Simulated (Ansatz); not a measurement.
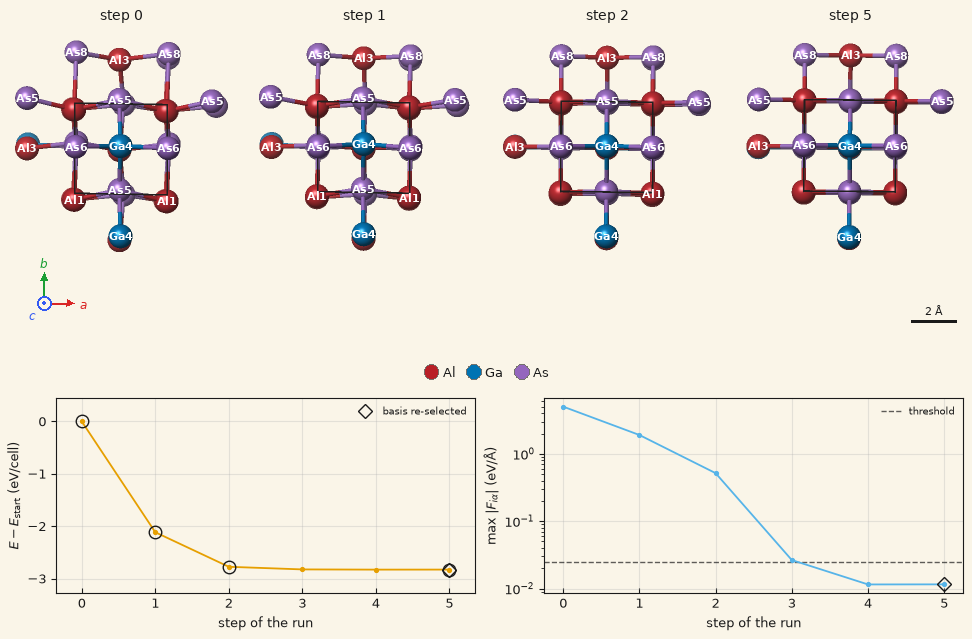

Frames of a relaxation of solid Al₃GaAs₄ (a generated structure, set up in P1) (coarse preliminary run), marked on the history of the run. Style: ball-and-stick. Shown: the cell of the calculation, along the c axis.

The calculation used DFT PBE, scalar-relativistic, plane waves, PAW in Ansatz 0.2.0.

Input file:
```yaml
crystal:
  lattice:
    - [4.1203319541, -0.0345411087, -0.0005895582]
    - [-0.0345411087, 4.0215987955, -0.038549617]
    - [-0.0016653706, -0.1088940877, 11.6336024566]
  atoms:
    - { symbol: Al, position: [-0.0051982278, -0.0722059016, 0.7647494079] }
    - { symbol: Al, position: [-0.0175914796, -0.0687698177, 0.2563268751] }
    - { symbol: Al, position: [0.4842990878, 0.4882407088, 0.5057387523] }
    - { symbol: Ga, position: [0.4952955955, 0.5323995945, 0.9829250429] }
    - { symbol: As, position: [0.4844589525, 0.0460539409, 0.8585499256] }
    - { symbol: As, position: [0.0109574409, 0.5168241267, 0.1285222647] }
    - { symbol: As, position: [0.5293413281, -0.0060340646, 0.3642932327] }
    - { symbol: As, position: [1.0184373027, 0.5634914131, 0.6388944989] }
basis:
  ecutwfc: 420
kpoints:
  mp_grid: { grid: [4, 4, 1] }
hamiltonian:
  xc: pbe
scf:
  occupations: { method: gaussian, width: 0.1 }
  lower_state_search: "off"
output:
  forces: true
  stress: true
  eigenvalues: true
relax:
  adjacent_minimum: "off"
  f_tol: 0.025
  max_steps: 60
  cell: { stress_tol: 0.25 }
```

Launched with:
```bash
ansatz run input.yaml --threads 1 --pin off --max-ram 2560MiB --backend cpu --events-out ev --progress --plain --runs-dir out
```

> Describe the path.

Al1 moves most relative to the cell: 0.34 Å roughly along [0 3 −1]. By element the largest moves are Al 0.34 Å, As 0.31 Å, Ga 0.23 Å. The drawn cell changes as follows: a 4.120 → 4.076 Å (−1.1 %), b 4.022 → 4.072 Å (+1.3 %), c 11.634 → 11.338 Å (−2.5 %), α 91.1° → 90.0°, γ 91.0° → 90.0°; the volume changes by −2.4 %. Some distances before and after: Al1–As8 2.970 → 2.480 Å, Al1–As8 (another image) 2.055 → 2.480 Å, Al2–As6 2.810 → 2.476 Å, Al2–As6 (another image) 2.217 → 2.476 Å. Bond angles that change, for instance: As5–Al1–As8 92.6° → 108.9°, Al1–As8–Al3 124.5° → 109.0°, Al1–As5–Ga4 94.3° → 109.1°. The space group (tolerance 0.01 Å) goes from P1 (No. 1) to P-4m2 (No. 115). Over 4 accepted moves (5 points after the start) the energy falls by 2.827 eV per cell of the calculation. The largest force component goes from 5 to 0.012 eV/Å. Pressure: 2.89 GPa at the start and 0.08 GPa at the end. At 1 point the geometry stayed and the basis and grid were re-selected for the new cell (energy shift of 0.7 meV per cell of the calculation at most each time). The run took 67 s on 1 thread of Arm Neoverse V1, on a shared host, peak memory 0.42 GiB. From step 0 to 1: As8 moves most (0.20 Å), volume −1.2 %, energy −2.115 eV per cell of the calculation. From step 1 to 2: Al1 moves most (0.20 Å), volume −1.8 %, energy −0.659 eV per cell of the calculation. From step 2 to 5: Al2 moves most (0.06 Å), volume +0.6 %, energy −53.3 meV per cell of the calculation.

```tsv
step	E − E(0), meV/atom	largest force component, eV/Å	pressure, GPa	volume, Å³/atom	note
0	0.00	5.0243	2.89	24.093	
1	-264.34	1.9057	0.18	23.798	
2	-346.74	0.5171	0.57	23.380	
3	-353.00	0.0265	0.34	23.439	
4	-353.50	0.0115	0.08	23.526	
5	-353.41	0.0115	0.08	23.526	same geometry, new basis
```
